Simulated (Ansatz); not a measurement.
# What a change does: single-point calculation on NiSi3

System: NiSi3 (4 atoms in the cell).
Method of run A: DFT r2SCAN, scalar-relativistic, plane waves, PAW, spin-polarised (Ansatz 0.2.0).

The structure was built on a prototype by a generator; it need not be a known phase. Text and figures count atoms from 1; the logs count them from 0 in places.

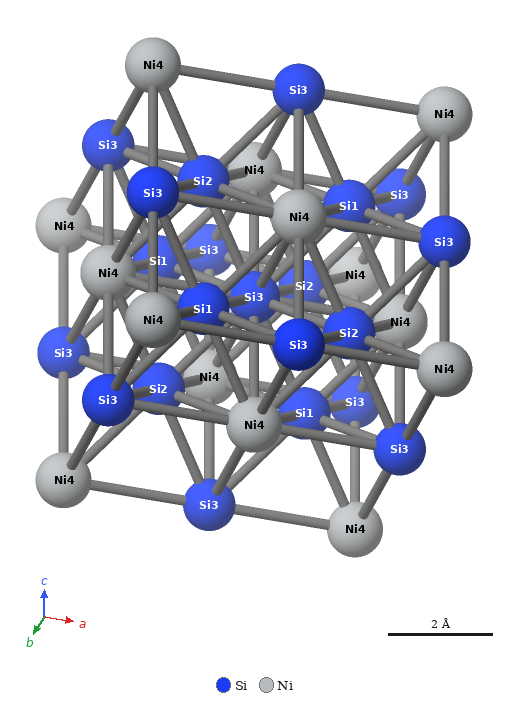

Fig. 1: The structure (ball-and-stick view of the cell 4 times as large as that of the calculation, set on its symmetry axes, seen at an oblique angle; atoms are numbered from 1 in the order of the input). An atom can appear more than once, as a periodic image.

### Input file, run A
```yaml
crystal:
  lattice:
    - [0.0, 2.9546283616, 2.9546283616]
    - [2.9546283616, 0.0, 2.9546283616]
    - [2.9546283616, 2.9546283616, 0.0]
  atoms:
    - { symbol: Si, position: [0.25, 0.25, 0.25] }
    - { symbol: Si, position: [0.75, 0.75, 0.75] }
    - { symbol: Si, position: [0.5, 0.5, 0.5] }
    - { symbol: Ni, position: [0.0, 0.0, 0.0], spin: 2.5 }
basis:
  ecutwfc: 500
kpoints:
  mp_grid: { grid: [12, 12, 12] }
hamiltonian:
  xc: r2scan
scf:
  occupations: { method: gaussian, width: 0.1 }
  lower_state_search: "off"
output:
  forces: true
  stress: true
  eigenvalues: true
  populations: true
magnetization:
  spin_polarized: true
```

Launched with:
```bash
ansatz run input.yaml --threads 1 --pin off --max-ram 2560MiB --backend cpu --events-out ev --progress --plain --runs-dir out
```

Hardware: 1 thread of Arm Neoverse V2, 24 GiB of memory available, shared host.

### Output, shortened to warnings, some set-up lines, iterations and results (run A)
```
WARN: the starting moments were not kept: the SCF closed with an absolute magnetisation of 6.2e-5 μB, where they sum to 2.5 μB in size (1 site). That is at most 0.1 of that sum. Measured as dr2_m measures the in/out step, that magnetisation stands 4.6e-9 eV from none, at or under the dr2_threshold of 1.0e-7 eV: it is no larger than a step whose dr2_m would equal this threshold. The system may …
Basis set: ecut = 500 eV, 1363 PW (Γ), exchange–correlation on 128×128×128 points (64 copies of the dense FFT grid, shifted against one another)
Symmetry: 48 space group operations
k-points: 72 of 1728
Initial density: superposition of atomic densities (chi_scale 0.1, normalization cell)
[...]
SCF iter   1: F=-7754.716499 eV  HF=-7760.349796 eV  |F-HF|=5.63e0  |Δ(HF+E_count)|=         —  Δρ=1.81e-1 (↑5.53e-2 ↓1.81e-1)  dr2=7.94e0  dr2_τ=7.64e-2  dr2_m=6.41e0  …
SCF iter   2: F=-7758.953377 eV  HF=-7760.371881 eV  |F-HF|=1.42e0  |Δ(HF+E_count)|=   2.21e-2  Δρ=8.10e-2 (↑8.10e-2 ↓2.04e-2)  dr2=1.51e0  dr2_τ=1.12e-2  dr2_m=1.02e0  …
SCF iter   3: F=-7759.753742 eV  HF=-7760.446055 eV  |F-HF|=6.92e-1  |Δ(HF+E_count)|=   7.42e-2  Δρ=8.48e-2 (↑4.23e-2 ↓8.48e-2)  dr2=1.32e0  dr2_τ=1.18e-2  dr2_m=1.86e0  …
SCF iter   4: F=-7755.332217 eV  HF=-7760.787686 eV  |F-HF|=5.46e0  |Δ(HF+E_count)|=   3.42e-1  Δρ=7.16e-2 (↑7.16e-2 ↓5.39e-2)  dr2=6.39e0  dr2_τ=1.13e-2  dr2_m=4.24e-2  …
SCF iter   5: F=-7760.183476 eV  HF=-7760.485864 eV  |F-HF|=3.02e-1  |Δ(HF+E_count)|=   3.02e-1  Δρ=4.61e-2 (↑4.61e-2 ↓1.14e-2)  dr2=5.05e-1  dr2_τ=5.37e-3  dr2_m=3.81e-1  …
[... 22 lines ...]
SCF iter  28: F=-7760.668549 eV  HF=-7760.668549 eV  |F-HF|=6.74e-9  |Δ(HF+E_count)|=   2.08e-7  Δρ=3.44e-6 (↑3.44e-6 ↓1.55e-6)  dr2=8.75e-9  dr2_τ=1.77e-11  dr2_m=7.10e-10  …
SCF iter  29: F=-7760.668549 eV  HF=-7760.668549 eV  |F-HF|=6.83e-10  |Δ(HF+E_count)|=   1.34e-8  Δρ=2.12e-6 (↑8.65e-7 ↓2.12e-6)  dr2=3.91e-9  dr2_τ=6.60e-12  dr2_m=1.95e-10  …
SCF iter  30: F=-7760.668549 eV  HF=-7760.668549 eV  |F-HF|=3.64e-9  |Δ(HF+E_count)|=  8.44e-10  Δρ=9.41e-7 (↑2.56e-7 ↓9.41e-7)  dr2=2.55e-10  dr2_τ=8.30e-13  dr2_m=1.44e-10  …
SCF iter  31: F=-7760.668549 eV  HF=-7760.668549 eV  |F-HF|=5.46e-12  |Δ(HF+E_count)|=   4.94e-9  Δρ=3.97e-7 (↑1.13e-7 ↓3.97e-7)  dr2=6.98e-11  dr2_τ=2.40e-13  dr2_m=1.86e-11 …
SCF 1 converged in 31 iterations: F = -7760.668549 eV  dr2 = 6.98e-11
this state was not tested for a lower state beside it, because the mixer in use, unlike msr1, does not test its closes by its own steps (another_mixer; see scf.mixing.algorithm and scf.lower_state_search)
SCF converged after 31 iterations
Magnetization: -0.0000 μB (15.0000 up, 15.0000 down)
Absolute magnetization: 0.0001 μB (∫|ρ↑−ρ↓|, with the PAW one-centre terms)
Spin contamination: 0.0000 ħ² per cell (⟨S²⟩ above its minimum at these occupations)
Per-site moments (μB) at R_I (Å): [(-2.679534395928665e-6, 1.055498078203633), (-2.6795343959326424e-6, 1.0554980782036325), (-5.006179905164068e-6, 1.0554980782036325), (-3.745564065144179e-5, 1.0554980782036327)]
Free energy (F): -7760.668549 eV
Harris-Foulkes:  -7760.668549 eV  (|F-HF|=5.46e-12)
Internal energy: -7760.654071 eV  (E = F + TS)
E sigma→0 (E₀):  -7760.661310 eV
Entropy (-TS):   -0.014477 eV (-3.619 meV/atom)
Fermi energy:    13.171091 eV
--- Per-component energies (eV) ---
  E_band       = -320.886285
  E_kinetic    = 410.261743
  E_local      = -4964.642724  (includes V_loc(G=0)·N_el)
  E_nonlocal   = 718.230728
  E_hartree    = 2173.605181
  E_xc         = -236.047589
  E_vxc        = -272.065875  (∫ρ·V_xc dr)
  E_paw        = -3205.860880  (= ΣΔE_a)
  E_vpaw       = -575.538447  (= ΣTr[D̂ρ^β])
  E_aug_tail   = 0.000267  (compensation charges beyond the density's cutoff)
  E_vtau       = 15.656900  (kinetic-family band-sum trace: ∫τ·v_τ [+ j·A + Jᵃ·Aᵃ] dr)
  E_ewald      = -2655.671429
  E_core_change = -0.529368  (= ΣΔE_core)
  E_smearing   = -0.014477  (= −TS)
  E_closure    = -0.000000  (closes the sum)
  Σ components = -7760.668549   (vs F -7760.668549, Δ=0.00e0)
--- Forces (eV/Å), atoms counted from 1 ---
  atom   1  Si     0.00000000     0.00000000     0.00000000
  atom   2  Si     0.00000000     0.00000000     0.00000000
  atom   3  Si     0.00000000    -0.00000000     0.00000000
  atom   4  Ni    -0.00000000     0.00000000     0.00000000
  max |Σ_I F_I| component: 6.01e-17 eV/Å
--- Stress (GPa, compression-positive) ---
       -1.115997      -0.000000       0.000000
       -0.000000      -1.115997      -0.000000
       -0.000000      -0.000000      -1.115997
  P = ⅓ Tr σ = -1.1160 GPa (-11.160 kbar)
--- Löwdin populations: 4 sites ---
  site symbol       q [e]    m [muB]
     0     Si      4.0165    -0.0000
     1     Si      4.0165    -0.0000
     2     Si      3.9987    -0.0000
     3     Ni     17.4540    -0.0000
  spilling = 0.017141 (of n_electrons = 30.000000)
```

For run B the input was changed thus:
```diff
-    - { symbol: Ni, position: [0.0, 0.0, 0.0], spin: 2.5 }
+    - { symbol: Ni, position: [0.0, 0.0, 0.0] }
-  populations: true
-magnetization:
-  spin_polarized: true
```

What does this change do to the results?

The energy is the same within 0.01 meV per atom. The SCF takes 10 iterations against 31. On the same kind of shared host run B took about 0.18 times as long. The two runs start from different initial densities, which also moves the count.

### Output, shortened to warnings, some set-up lines, iterations and results (run B)
```
Basis set: ecut = 500 eV, 1363 PW (Γ), exchange–correlation on 128×128×128 points (64 copies of the dense FFT grid, shifted against one another)
Symmetry: 48 space group operations
k-points: 72 of 1728
Initial density: superposition of atomic densities (neutral atoms: chi_scale 0, normalization atom), corrected by the library's trained network
[...]
SCF iter   1: F=-7759.869416 eV  HF=-7760.674291 eV  |F-HF|=8.05e-1  |Δ(HF+E_count)|=         —  Δρ=4.73e-2  dr2=1.01e0  dr2_τ=6.74e-2  ethr=1.77e-3  ⟨swp⟩=5.2  Hψ=7085  …
SCF iter   2: F=-7757.712269 eV  HF=-7760.937730 eV  |F-HF|=3.23e0  |Δ(HF+E_count)|=   2.63e-1  Δρ=9.44e-2  dr2=3.20e0  dr2_τ=1.37e-2  ethr=1.77e-3  ⟨swp⟩=2.9  Hψ=3576  …
SCF iter   3: F=-7760.596487 eV  HF=-7760.680303 eV  |F-HF|=8.38e-2  |Δ(HF+E_count)|=   2.57e-1  Δρ=1.42e-2  dr2=1.07e-1  dr2_τ=2.89e-4  ethr=1.77e-3  ⟨swp⟩=2.3  Hψ=2871  …
SCF iter   4: F=-7760.635058 eV  HF=-7760.671137 eV  |F-HF|=3.61e-2  |Δ(HF+E_count)|=   9.17e-3  Δρ=1.13e-2  dr2=4.44e-2  dr2_τ=1.00e-4  ethr=3.56e-4  ⟨swp⟩=2.0  Hψ=2346  …
SCF iter   5: F=-7760.660511 eV  HF=-7760.669348 eV  |F-HF|=8.84e-3  |Δ(HF+E_count)|=   1.79e-3  Δρ=5.58e-3  dr2=1.10e-2  dr2_τ=6.98e-5  ethr=1.48e-4  ⟨swp⟩=1.5  Hψ=1984  …
SCF iter   6: F=-7760.668516 eV  HF=-7760.668546 eV  |F-HF|=3.02e-5  |Δ(HF+E_count)|=   8.02e-4  Δρ=4.62e-4  dr2=8.43e-5  dr2_τ=6.98e-7  ethr=3.67e-5  ⟨swp⟩=1.7  Hψ=1822  …
SCF iter   7: F=-7760.668516 eV  HF=-7760.668550 eV  |F-HF|=3.44e-5  |Δ(HF+E_count)|=   3.89e-6  Δρ=3.83e-4  dr2=4.87e-5  dr2_τ=2.73e-7  ethr=2.81e-7  ⟨swp⟩=2.5  Hψ=2340  …
SCF iter   8: F=-7760.668548 eV  HF=-7760.668548 eV  |F-HF|=1.15e-7  |Δ(HF+E_count)|=   1.60e-6  Δρ=2.60e-5  dr2=3.40e-7  dr2_τ=1.62e-8  ethr=1.62e-7  ⟨swp⟩=1.3  Hψ=1415  …
SCF iter   9: F=-7760.668548 eV  HF=-7760.668549 eV  |F-HF|=5.09e-8  |Δ(HF+E_count)|=   7.83e-8  Δρ=1.87e-5  dr2=1.05e-7  dr2_τ=7.64e-10  ethr=3.33e-10  ⟨swp⟩=5.7  Hψ=6009  …
SCF iter  10: F=-7760.668549 eV  HF=-7760.668549 eV  |F-HF|=4.73e-9  |Δ(HF+E_count)|=   1.91e-9  Δρ=3.19e-6  dr2=5.05e-9  dr2_τ=1.88e-11  ethr=3.33e-10  ⟨swp⟩=4.0  Hψ=4702  …
SCF 1 converged in 10 iterations: F = -7760.668549 eV  dr2 = 5.05e-9
SCF converged after 10 iterations
Free energy (F): -7760.668549 eV
Harris-Foulkes:  -7760.668549 eV  (|F-HF|=4.73e-9)
Internal energy: -7760.654071 eV  (E = F + TS)
E sigma→0 (E₀):  -7760.661310 eV
Entropy (-TS):   -0.014477 eV (-3.619 meV/atom)
Fermi energy:    13.171100 eV
--- Per-component energies (eV) ---
  E_band       = -320.885834
  E_kinetic    = 410.261764
  E_local      = -4964.636478  (includes V_loc(G=0)·N_el)
  E_nonlocal   = 718.229330
  E_hartree    = 2173.599759
  E_xc         = -236.047754
  E_vxc        = -272.066106  (∫ρ·V_xc dr)
  E_paw        = -3205.860162  (= ΣΔE_a)
  E_vpaw       = -575.537471  (= ΣTr[D̂ρ^β])
  E_aug_tail   = 0.000267  (compensation charges beyond the density's cutoff)
  E_vtau       = 15.656912  (kinetic-family band-sum trace: ∫τ·v_τ [+ j·A + Jᵃ·Aᵃ] dr)
  E_ewald      = -2655.671429
  E_core_change = -0.529368  (= ΣΔE_core)
  E_smearing   = -0.014477  (= −TS)
  E_closure    = 0.000000  (closes the sum)
  Σ components = -7760.668549   (vs F -7760.668549, Δ=0.00e0)
--- Forces (eV/Å), atoms counted from 1 ---
  atom   1  Si    -0.00000000     0.00000000    -0.00000000
  atom   2  Si    -0.00000000     0.00000000    -0.00000000
  atom   3  Si    -0.00000000     0.00000000     0.00000000
  atom   4  Ni    -0.00000000     0.00000000     0.00000000
  max |Σ_I F_I| component: 2.83e-17 eV/Å
--- Stress (GPa, compression-positive) ---
       -1.116159       0.000000      -0.000000
        0.000000      -1.116159       0.000000
       -0.000000       0.000000      -1.116159
  P = ⅓ Tr σ = -1.1162 GPa (-11.162 kbar)
```

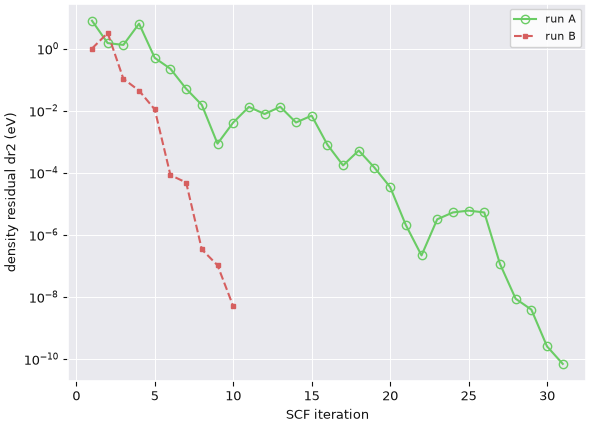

Fig. 2: Convergence of the two runs: density residual dr2 against the SCF iteration. Run A takes 31 iterations in all, and run B takes 10.

### The two runs side by side

| quantity | run A | run B |
| --- | --- | --- |
| outcome | converged | converged |
| free energy per atom (eV) | −1940.1671 | −1940.1671 |
| energy per atom, smearing taken to zero (eV) | −1940.1653 | −1940.1653 |
| gap on the mesh (eV) | 0.00 | 0.00 |
| net moment of the cell (μB) | 0.00 | – |
| absolute moment of the cell (μB) | 0.00 | – |
| pressure (GPa) | −1.12 | −1.12 |
| largest force (eV/Å) | 0.000 | 0.000 |
| SCF iterations | 31 | 10 |
| irreducible k-points | 72 | 72 |
| plane waves at Γ | 1363 | 1363 |
| wall time (shared host) | 64 s | 11 s |

For run A: The electronic state found may not be the lowest one. Warnings: some starting moments were not kept; the state was not tested for a lower one. For run B: The run has no spin polarisation, so a magnetic state may lie lower.
